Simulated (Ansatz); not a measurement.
# Ag: 7 runs along one coordinate

System: Ag (Fm-3m, 1 atom in the cell).
Method: DFT, PBEsol, PAW with Ansatz's default frozen-core files, scalar-relativistic; elastic constants from stresses of strained cells, no spin polarisation (Ansatz 0.2.0).

The 7 runs differ only in the geometry, by an even scaling of the cell at fixed fractional positions. The structure derives from an entry of the Crystallography Open Database.

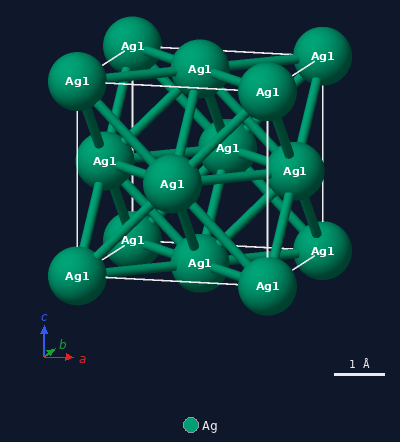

Figure 1. The structure of run 4 (ball-and-stick view of the cell 4 times as large as that of the calculation, set on its symmetry axes, seen slightly off an axis; atoms are numbered from 1 in the order of the input).

## Input of run 4
```yaml
crystal:
  lattice:
    - [0.0, 2.00620035775, 2.00620035775]
    - [2.00620035775, 0.0, 2.00620035775]
    - [2.00620035775, 2.00620035775, 0.0]
  atoms:
    - { symbol: Ag, position: [0.0, 0.0, 0.0] }
kpoints:
  mp_grid: { grid: [24, 24, 24] }
scf:
  occupations: { method: fermi_dirac, width: 0.1 }
hamiltonian:
  xc: pbesol
  pseudopotentials: { kind: paw }
elastic:
  mode: relaxed_ion
  stencil: two_point
  amplitude: 0.005
```

Command:
```bash
ansatz run input.yaml --threads 1 --pin off --max-ram 3072MiB --backend cpu --events-out ev --progress --plain --runs-dir out
```

Run 6 differs from it as follows:
```diff
-    - [0.0, 2.00620035775, 2.00620035775]
-    - [2.00620035775, 0.0, 2.00620035775]
-    - [2.00620035775, 2.00620035775, 0.0]
+    - [0.0, 2.02147474872, 2.02147474872]
+    - [2.02147474872, 0.0, 2.02147474872]
+    - [2.02147474872, 2.02147474872, 0.0]
```

## Results, with one run withheld

| run | volume per atom (Å³) | free energy per atom, from the lowest run given (meV) | pressure (GPa) |
| --- | --- | --- | --- |
| 1 | 15.131 | 64.27 | 15.02 |
| 2 | 15.543 | 32.19 | 10.02 |
| 3 | 15.830 | 17.01 | 6.99 |
| 4 | 16.149 | 6.12 | 4.01 |
| 5 | 16.390 | 1.63 | 2.00 |
| 6 | 16.521 | ? | ? |
| 7 | 16.655 | 0.00 | 0.00 |

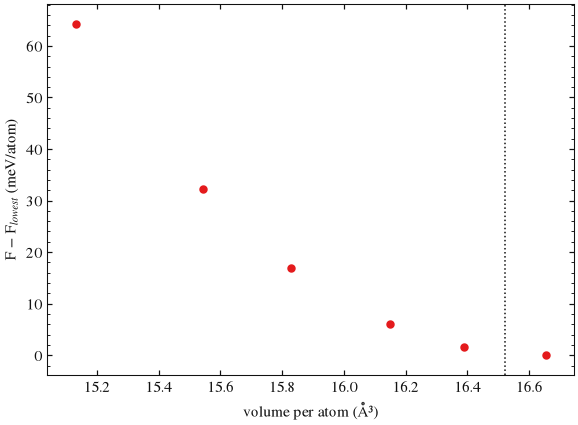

Figure 2. Free energy per atom of the runs given; the dotted line marks run 6.

What should run 6 give?

A cubic polynomial in V^(−2/3) (the Birch–Murnaghan form), fitted to the 6 runs given, misses them by under 0.01 meV per atom. With x = V^(−2/3) − 0.15791 Å⁻², it reads F = 12.717 + 5624.4 x + 6.3843e+05 x² + 3.64e+06 x³ (meV per atom). At run 6 it gives 0.41 meV per atom, and the run itself gives 0.41. The slope of the fit gives a pressure −dF/dV of 0.99 GPa there, and the run prints 0.99 GPa. The fit has no minimum inside this range.

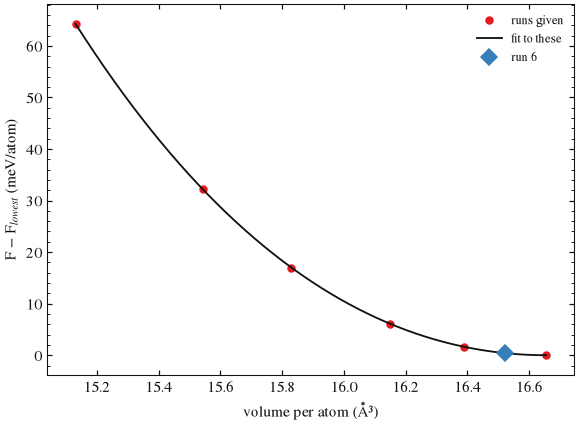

Figure 3. The fit and the withheld run.

## Output, shortened to warnings, some set-up lines, iterations and results (run 6)
```
Basis set: ecut = 420 eV, 331 PW (Γ), exchange–correlation on 40×40×40 points (8 copies of the dense FFT grid, shifted against one another)
Symmetry: 48 space group operations
k-points: 413 of 13824
Initial density: superposition of atomic densities (neutral atoms: chi_scale 0, normalization atom), corrected by the library's trained network
[...]
SCF iter   1: F=—  HF=-7522.257386 eV  |F-HF|=—  |Δ(HF+E_count)|=         —  Δρ=1.02e-2  dr2=1.57e-2  ethr=1.77e-3  ⟨swp⟩=4.6  Hψ=28577  notcnv=0
SCF iter   2: F=—  HF=-7522.252957 eV  |F-HF|=—  |Δ(HF+E_count)|=   4.43e-3  Δρ=2.84e-3  dr2=1.27e-3  ethr=8.25e-5  ⟨swp⟩=1.5  Hψ=9842  notcnv=0
SCF iter   3: F=—  HF=-7522.252588 eV  |F-HF|=—  |Δ(HF+E_count)|=   3.69e-4  Δρ=8.82e-4  dr2=4.02e-5  ethr=6.69e-6  ⟨swp⟩=2.3  Hψ=7716  notcnv=0
SCF iter   4: F=—  HF=-7522.252586 eV  |F-HF|=—  |Δ(HF+E_count)|=   1.56e-6  Δρ=1.21e-4  dr2=8.60e-7  ethr=2.12e-7  ⟨swp⟩=2.1  Hψ=9537  notcnv=0
SCF iter   5: F=—  HF=-7522.252584 eV  |F-HF|=—  |Δ(HF+E_count)|=   2.05e-6  Δρ=1.13e-5  dr2=1.27e-8  ethr=4.53e-9  ⟨swp⟩=2.0  Hψ=9589  notcnv=0
[... 24 lines ...]
SCF iter   1: F=—  HF=-7522.252504 eV  |F-HF|=—  |Δ(HF+E_count)|=         —  Δρ=1.63e-6  dr2=1.09e-10  ethr=1.00e-12  ⟨swp⟩=3.3  Hψ=187840  notcnv=0
SCF iter   2: F=—  HF=-7522.252504 eV  |F-HF|=—  |Δ(HF+E_count)|=   1.26e-7  Δρ=8.04e-7  dr2=2.52e-11  ethr=5.75e-13 (applied; sched 1.00e-12)  ⟨swp⟩=2.5  Hψ=37419  notcnv=0  …
SCF iter   3: F=—  HF=-7522.252504 eV  |F-HF|=—  |Δ(HF+E_count)|=  2.09e-11  Δρ=2.52e-7  dr2=8.46e-12  ethr=1.33e-13 (applied; sched 1.00e-12)  ⟨swp⟩=2.4  Hψ=41102  notcnv=0  …
SCF iter   4: F=-7522.252504 eV  HF=-7522.252504 eV  |F-HF|=9.09e-13  |Δ(HF+E_count)|=    0.00e0  Δρ=2.31e-8  dr2=3.14e-14  ethr=1.00e-12  ⟨swp⟩=3.0  Hψ=105537  notcnv=0
SCF 5 converged in 4 iterations: F = -7522.252504 eV  dr2 = 3.14e-14
SCF converged after 7 iterations
Free energy (F): -7522.252584 eV
Harris-Foulkes:  -7522.252584 eV  (|F-HF|=2.73e-12)
Internal energy: -7522.245161 eV  (E = F + TS)
E sigma→0 (E₀):  -7522.248872 eV
Entropy (-TS):   -0.007423 eV (-7.423 meV/atom)
Fermi energy:    17.922033 eV
--- Per-component energies (eV) ---
  E_band       = -224.611149
  E_kinetic    = 527.593539
  E_local      = -2144.441069  (includes V_loc(G=0)·N_el)
  E_nonlocal   = 82.381288
  E_hartree    = 977.743450
  E_xc         = -183.931247
  E_vxc        = -234.703441  (∫ρ·V_xc dr)
  E_paw        = -3834.392767  (= ΣΔE_a)
  E_vpaw       = -410.928667  (= ΣTr[D̂ρ^β])
  E_aug_tail   = 0.000294  (compensation charges beyond the density's cutoff)
  E_ewald      = -2947.521388
  E_core_change = 0.322739  (= ΣΔE_core)
  E_smearing   = -0.007423  (= −TS)
  E_closure    = -0.000000  (closes the sum)
  Σ components = -7522.252584   (vs F -7522.252584, Δ=0.00e0)
--- Forces (eV/Å), atoms counted from 1 ---
  atom   1  Ag    -0.00000000    -0.00000000    -0.00000000
  max |Σ_I F_I| component: 8.63e-32 eV/Å
--- Stress (GPa, compression-positive) ---
        0.986325       0.000000      -0.000000
        0.000000       0.986325       0.000000
        0.000000       0.000000       0.986325
  P = ⅓ Tr σ = 0.9863 GPa (9.863 kbar)
--- Elastic constants: 2 strain directions × 2 members + reference (group order 48) ---
  dense FFT box of the reference and of every strained cell: 20×20×20
  strains applied: 11, 23; error gains: componentwise 1.00 (the most a stress slope's error grows in a printed constant), spectral 1.73 (1 for all six strains in a standard setting)
  C = ∂σ_k/∂η_j (tension-positive GPa; Voigt order 11 22 33 23 13 12):
       153.913    110.020    110.020     -0.000      0.000      0.000
       110.020    153.913    110.020      0.000     -0.000     -0.000
       110.020    110.020    153.913      0.000     -0.000     -0.000
        -0.000      0.000      0.000     61.735     -0.000     -0.000
         0.000      0.000     -0.000      0.000     61.735      0.000
        -0.000      0.000     -0.000     -0.000     -0.000     61.735
  reference stress σ⁰ (GPa):     -0.986     -0.986     -0.986     -0.000      0.000     -0.000
  C* (energy form; C + prestress term) asymmetry max|C*_kj − C*_jk| = 2.842e-14 GPa — a small one proves nothing (zero by symmetry where the batch's group is 432, −43m or m−3m); a large one is finite-difference/SCF noise where every solve meets its electron count
  moduli (Voigt/Reuss/Hill, GPa): K = 124.65/124.65/124.65   G = 45.82/35.78/40.80   E = 110.36   ν = 0.352
  mechanically stable: yes (min eigenvalue of sym C = 43.89 GPa)
[...]
```
